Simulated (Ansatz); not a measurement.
**Energy of WC along a shift of atoms along one path**

System: WC (Amm2, 2 atoms in the cell).
Method: DFT PBEsol, scalar-relativistic, plane waves, PAW, no spin polarisation (Ansatz 0.2.0).

The 8 runs differ only in the geometry, by a shift of atoms along one path in a fixed cell. The shift s is measured from run 5: C2 moves along the Cartesian direction (0.00, 1.00, 0.00), and W1 with it in fixed proportion. The structure derives from an entry of the Crystallography Open Database.

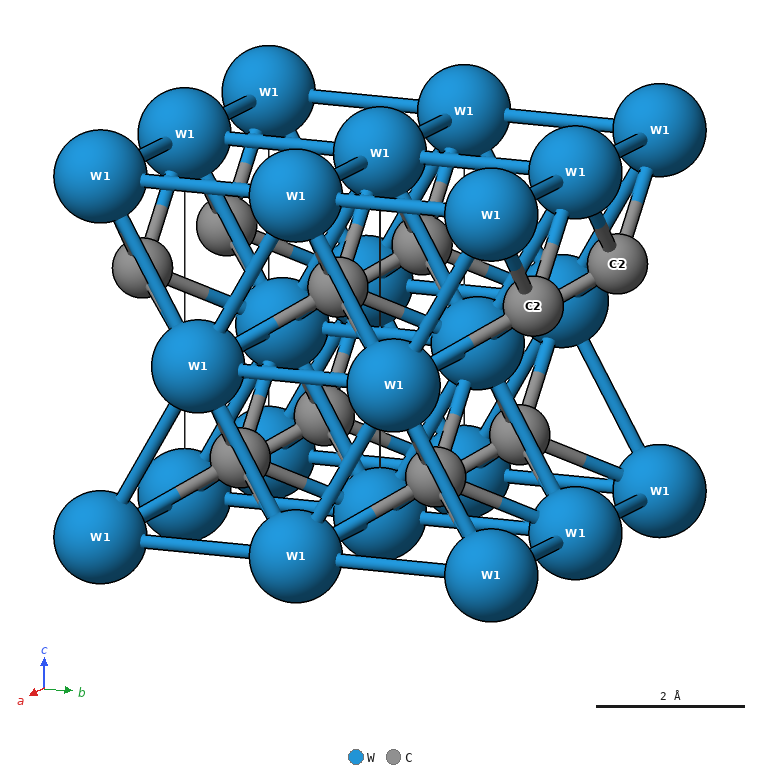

Figure 1. The structure of run 5 (ball-and-stick view of the cell 2 times as large as that of the calculation, set on its symmetry axes, repeated 2 × 2 × 1, seen slightly off an axis; atoms are numbered from 1 in the order of the input). An atom can appear more than once, as a periodic image.

### Input of run 5
```yaml
crystal:
  lattice:
    - [2.898413667, 0.0, 0.0]
    - [-1.4492068335, 2.5100998663, 0.0]
    - [0.0, 0.0, 2.8276119036]
  atoms:
    - { symbol: W, position: [-0.001301422, -0.0026028441, 0.0] }
    - { symbol: C, position: [0.6865861928, 0.3731723857, 0.5] }
basis:
  ecutwfc: 420
kpoints:
  mp_grid: { grid: [24, 24, 22] }
hamiltonian:
  xc: pbesol
scf:
  occupations: { method: gaussian, width: 0.15 }
output:
  forces: true
  stress: true
  eigenvalues: true
```

Command:
```bash
ansatz run input.yaml --threads 2 --pin off --max-ram 5120MiB --backend cpu --events-out ev --progress --plain --runs-dir out
```

Run 6 differs from it as follows:
```diff
-    - { symbol: W, position: [-0.001301422, -0.0026028441, 0.0] }
-    - { symbol: C, position: [0.6865861928, 0.3731723857, 0.5] }
+    - { symbol: W, position: [-0.0019521331, -0.0039042661, 0.0] }
+    - { symbol: C, position: [0.6965459559, 0.3930919119, 0.5] }
```

### Results, with one run withheld

| run | shift s of C2 (Å) | free energy per atom, from the lowest run given (meV) | pressure (GPa) | force along the path (eV/Å) |
| --- | --- | --- | --- | --- |
| 1 | −0.3000 | 150.64 | 6.25 | 3.010 |
| 2 | −0.2000 | 31.95 | 1.72 | 1.670 |
| 3 | −0.1500 | 0.00 | 0.48 | 0.873 |
| 4 | −0.0500 | 0.57 | 0.51 | −0.941 |
| 5 | 0.0000 | 36.45 | 1.93 | −1.938 |
| 6 | 0.0500 | ? | ? | ? |
| 7 | 0.0750 | 138.38 | 6.06 | −3.510 |
| 8 | 0.1000 | 185.59 | 8.01 | −4.043 |

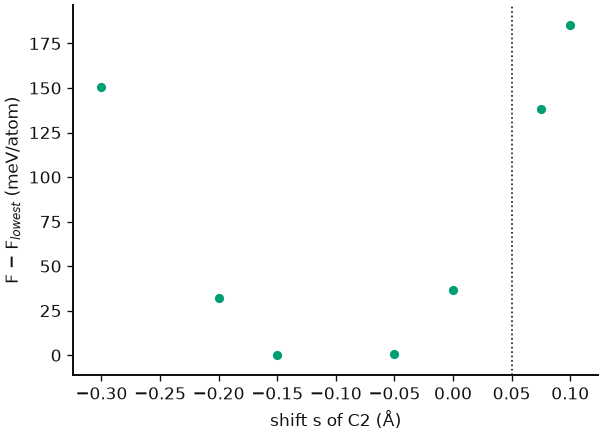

Figure 2. Free energy per atom of the runs given; the dotted line marks run 6.

Fit the runs given and predict run 6.

A cubic polynomial in the coordinate, fitted to the 7 runs given, misses them by at most 0.26 meV per atom. With x = s + 0.0750, it reads F = −7.8614 + 229.05 x + 4636.5 x² + 2162.6 x³ (meV per atom). At run 6 it gives 97.44 meV per atom, and the run itself gives 97.83. The slope of the fit gives a force −dF/ds of −2.979 eV/Å along the path (summed over the atoms that move), and the printed forces give −2.978 eV/Å. The fit has its minimum at s = −0.1001 Å.

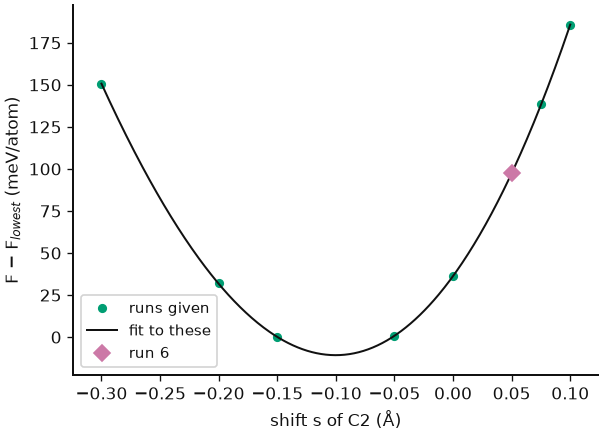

Figure 3. The fit and the withheld run.

### Output, shortened to warnings, some set-up lines, iterations and results (run 6)
```
Basis set: ecut = 420 eV, 405 PW (Γ), exchange–correlation on 40×40×40 points (8 copies of the dense FFT grid, shifted against one another)
Symmetry: 4 space group operations
k-points: 1884 of 12672 (time reversal used)
Initial density: superposition of atomic densities (neutral atoms: chi_scale 0, normalization atom), corrected by the library's trained network
[...]
SCF iter   1: F=—  HF=-10503.516350 eV  |F-HF|=—  |Δ(HF+E_count)|=         —  Δρ=1.14e-2  dr2=2.09e-2  ethr=1.77e-3  ⟨swp⟩=5.1  Hψ=118432  notcnv=0
SCF iter   2: F=—  HF=-10503.515208 eV  |F-HF|=—  |Δ(HF+E_count)|=   1.14e-3  Δρ=7.15e-3  dr2=9.68e-3  ethr=1.16e-4  ⟨swp⟩=1.0  Hψ=39564  notcnv=0
SCF iter   3: F=—  HF=-10503.513586 eV  |F-HF|=—  |Δ(HF+E_count)|=   1.62e-3  Δρ=7.89e-4  dr2=7.90e-5  ethr=5.38e-5  ⟨swp⟩=2.2  Hψ=31987  notcnv=0
SCF iter   4: F=—  HF=-10503.513546 eV  |F-HF|=—  |Δ(HF+E_count)|=   3.96e-5  Δρ=2.19e-4  dr2=4.31e-6  ethr=4.39e-7  ⟨swp⟩=2.2  Hψ=39208  notcnv=0
SCF iter   5: F=—  HF=-10503.513547 eV  |F-HF|=—  |Δ(HF+E_count)|=   5.20e-7  Δρ=4.93e-5  dr2=3.24e-7  ethr=2.39e-8  ⟨swp⟩=2.2  Hψ=37245  notcnv=0
SCF iter   6: F=-10503.513547 eV  HF=-10503.513547 eV  |F-HF|=1.20e-8  |Δ(HF+E_count)|=   4.63e-8  Δρ=1.04e-5  dr2=1.82e-8  ethr=5.56e-10  ⟨swp⟩=6.0  Hψ=115378  notcnv=0
SCF 1 converged in 6 iterations: F = -10503.513547 eV  dr2 = 1.82e-8
SCF converged after 6 iterations
Free energy (F): -10503.513547 eV
Harris-Foulkes:  -10503.513547 eV  (|F-HF|=1.20e-8)
Internal energy: -10503.510403 eV  (E = F + TS)
E sigma→0 (E₀):  -10503.511975 eV
Entropy (-TS):   -0.003144 eV (-1.572 meV/atom)
Fermi energy:    20.711170 eV
--- Per-component energies (eV) ---
  E_band       = -57.125731
  E_kinetic    = 542.964645
  E_local      = -664.631008  (includes V_loc(G=0)·N_el)
  E_nonlocal   = 28.444008
  E_hartree    = 234.990963
  E_xc         = -314.804214
  E_vxc        = -300.398228  (∫ρ·V_xc dr)
  E_paw        = -8530.986353  (= ΣΔE_a)
  E_vpaw       = -133.483813  (= ΣTr[D̂ρ^β])
  E_aug_tail   = -0.000048  (compensation charges beyond the density's cutoff)
  E_ewald      = -1799.731288
  E_core_change = 0.242893  (= ΣΔE_core)
  E_smearing   = -0.003144  (= −TS)
  E_closure    = 0.000000  (closes the sum)
  Σ components = -10503.513547   (vs F -10503.513547, Δ=0.00e0)
--- Forces (eV/Å), atoms counted from 1 ---
  atom   1  W      0.00000000     2.79580950     0.00000000
  atom   2  C      0.00000000    -2.79575206     0.00000000
  max |Σ_I F_I| component: 5.74e-5 eV/Å
--- Stress (GPa, compression-positive) ---
       -3.804933       0.000000      -0.000000
        0.000000      10.094473       0.000000
       -0.000000       0.000000       6.933222
  P = ⅓ Tr σ = 4.4076 GPa (44.076 kbar)
```

Notes: Spin–orbit coupling is left out, which matters for W.
